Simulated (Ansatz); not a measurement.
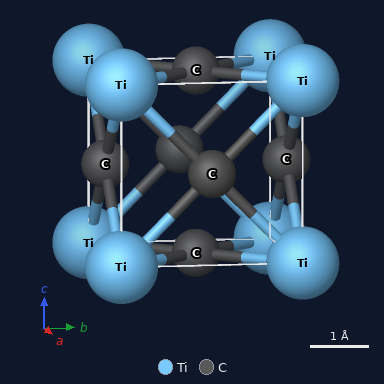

Shown here is a ball-and-stick view of the crystal, taken slightly off an axis. Atoms at the boundary of the conventional unit cell (the box) are drawn once for each face, edge or corner they touch. Cell: a = 3.20 Å, b = 3.20 Å, c = 3.20 Å, α = 90.00°, β = 90.00°, γ = 90.00°.

The cell started as a random cell made by a generator, so it need not be a real form of the compound. Earlier steps of the study may have refined or changed the cell and positions. It went into a calculation with Ansatz.

### In words:

Formula: TiC$_{3}$. The symmetry is that of Pm-3m (No. 221), on a primitive cubic lattice. The prototype is Cu₃Au (L1₂) type. The cell has 4 atoms, namely 1 Ti, 3 C. Each Ti atom is coordinated by twelve C in a cuboctahedral arrangement at about 2.3 Å. C is linked to four Ti in a square planar arrangement at about 2.3 Å. Not all metal-metal contacts are counted. The bonds build a three-dimensional framework.

Theory: Ansatz, DFT PBE, scalar-relativistic, plane waves, PAW. Numerical settings: E_cut = 420 eV, k-grid 14×14×14, Gaussian smearing of 0.1 eV, no spin polarisation.

### Is the electronic structure metallic or gapped?

A metal: bands cross the Fermi level.

### How charged are the atoms, by the Bader scheme?

Ti +1.75 e; C -0.58 e.

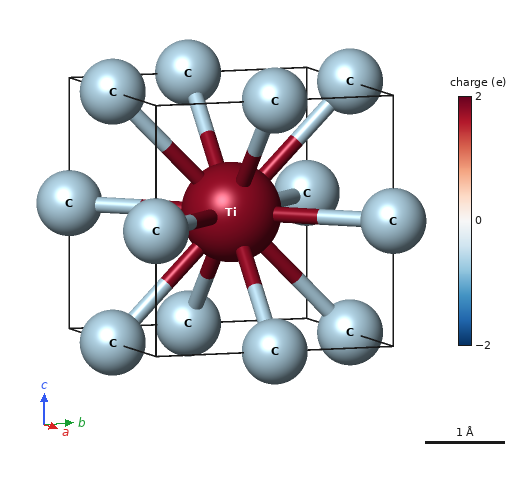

The atoms coloured by those charges. The run's cell of 4 atoms is drawn, so axes and origin can differ from the first picture.

### Is the structure relaxed at this level of theory?

Yes. All forces vanish to within 0.01 eV/Å. The pressure is 0.0 GPa, close to zero.
